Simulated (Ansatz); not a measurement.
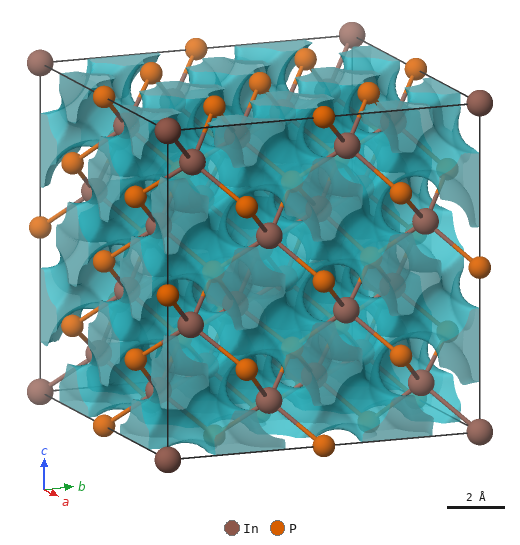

The teal surface encloses the points that the centre of a probe sphere of radius 0.40 Å can occupy in In$_{17}$P$_{15}$ (I-43m), computed on a grid of about 0.14 Å (1×1×1 cells shown, view slightly off an axis; pale faces close the region where the box cuts it).

The atoms' radii are covalent radii (Cordero): In 1.42 Å, P 1.07 Å.

Source of the atomic positions: coordinates from a relaxation in a fixed cell with DFT PBE, scalar-relativistic, plane waves, PAW in Ansatz.

```cif
data_structure
_symmetry_space_group_name_H-M 'I-43m'
_symmetry_Int_Tables_number 217
_cell_length_a 11.9196
_cell_length_b 11.9196
_cell_length_c 11.9196
_cell_angle_alpha 90.000
_cell_angle_beta 90.000
_cell_angle_gamma 90.000
_cell_volume 1693.49
loop_
_atom_site_label
_atom_site_type_symbol
_atom_site_symmetry_multiplicity
_atom_site_Wyckoff_symbol
_atom_site_fract_x
_atom_site_fract_y
_atom_site_fract_z
_atom_site_occupancy
In1 In 8 c 0.86669 0.13331 0.86669 1
In2 In 24 g 0.12337 0.12337 0.62539 1
In3 In 2 a 0.00000 0.00000 0.00000 1
P1 P 24 g 0.25279 0.00024 0.74721 1
P2 P 6 b 0.00000 0.50000 0.00000 1
```

Is the space open to the probe made of pockets or channels?

Where they connect, they form a three-dimensional network.

What share of the cell can the probe's centre reach?

About 35 % of the volume (600 Å³ of 1693.5 Å³).

Give the largest included and the largest free sphere.

The largest sphere that fits anywhere has a diameter of 2.96 Å; the largest that can travel through the crystal, about 2.0 Å.

How does the connectivity change as the probe shrinks?

Below a radius of about 1.02 Å the space forms a three-dimensional network. These are grid estimates, good to about 0.05 Å.
